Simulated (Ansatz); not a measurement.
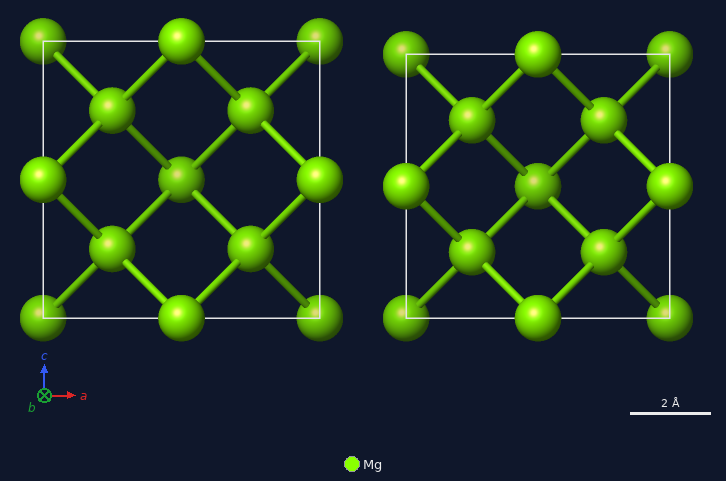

Two geometries of crystalline Mg (a generated structure, set up in Fm-3m) (coarse preliminary run), drawn at one scale. One is the start of a relaxation, the other its converged end. The picture is a ball-and-stick view of the conventional cell (4 times the calculation's cell), seen along the b axis. Lengths and directions refer to the drawn axes.

Theory: DFT PBE, scalar-relativistic, plane waves, PAW in Ansatz. Settings: plane-wave cutoff 420 eV; k-point mesh 4 × 4 × 4; occupations gaussian; smearing width 0.1 eV; no spin polarisation; cell and atoms relaxed; force threshold 0.04 eV/Å; at most 70 steps.

### Which geometry has the lower energy?

The left one is the relaxed one. After 2 accepted moves (3 points after the start) the energy has fallen by 53.5 meV per atom. All forces vanish by symmetry, so only the cell relaxes. The pressure goes from 4.89 to 0.14 GPa. At 1 point the geometry stayed and the basis and grid were re-selected for the new cell (energy shift of 0.1 meV per atom at most each time). The atoms keep their places relative to the cell (all moves are under 0.005 Å). The drawn cell changes as follows: a = b = c 6.634 → 6.961 Å (+4.9 %); the volume changes by +15.5 %. Among the contacts that change: Mg–Mg 2.873 → 3.014 Å. The space group stays Fm-3m (No. 225).
